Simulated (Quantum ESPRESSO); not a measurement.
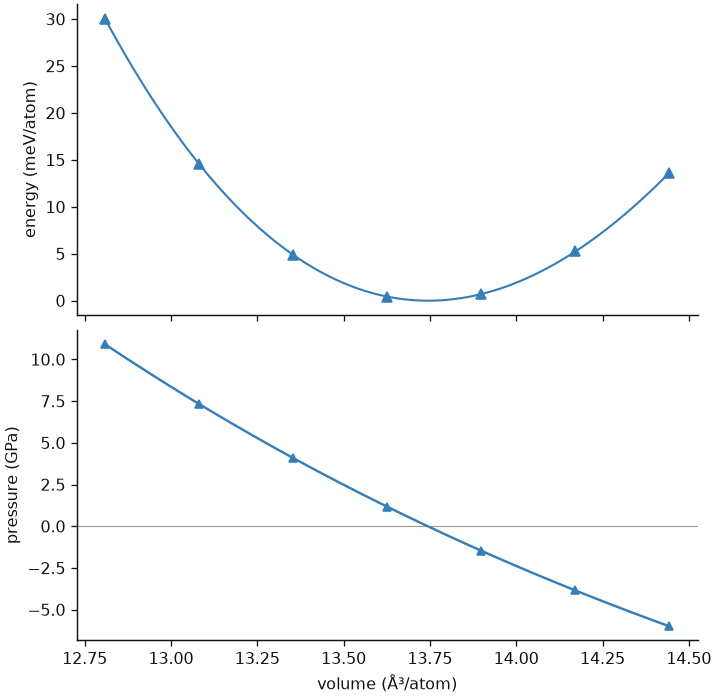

**Figure.** Energy and pressure against volume for BAs, space group F-43m (No. 216).

A third-order Birch–Murnaghan fit gives V0 = 13.74 Å³/atom, B0 = 134 GPa and B′ = 4.1. The energy is 30.04 meV/atom at volume 12.81 Å³/atom and 13.65 meV/atom at 14.44 Å³/atom; the lowest computed point is at volume 13.63 Å³/atom (0.43 meV/atom), and no other minimum shows. The pressure falls from 10.91 GPa at volume 12.81 Å³/atom to −6.00 GPa at 14.44 Å³/atom, and changes sign near 13.75 Å³/atom.

Calculation (Quantum ESPRESSO 7.5): plane-wave DFT, no spin polarisation; energies at scaled volumes of the given cell, shape and fractions fixed, counted from the fit's minimum, third-order Birch-Murnaghan fit. Level: rev-vdW-DF2.

- k mesh: 10×10×10
- occupations: Fermi–Dirac
- smearing width: 0.05 eV
- potentials: PseudoDojo 0.4.1 SR PBE standard
- wave cutoff: 1143 eV
- density cutoff: 4572 eV

Cell as given: a = 3.378 Å, b = 3.378 Å, c = 3.378 Å, α = 60.00°, β = 60.00°, γ = 60.00°; 2 atoms.

Note: potentials made for another functional.
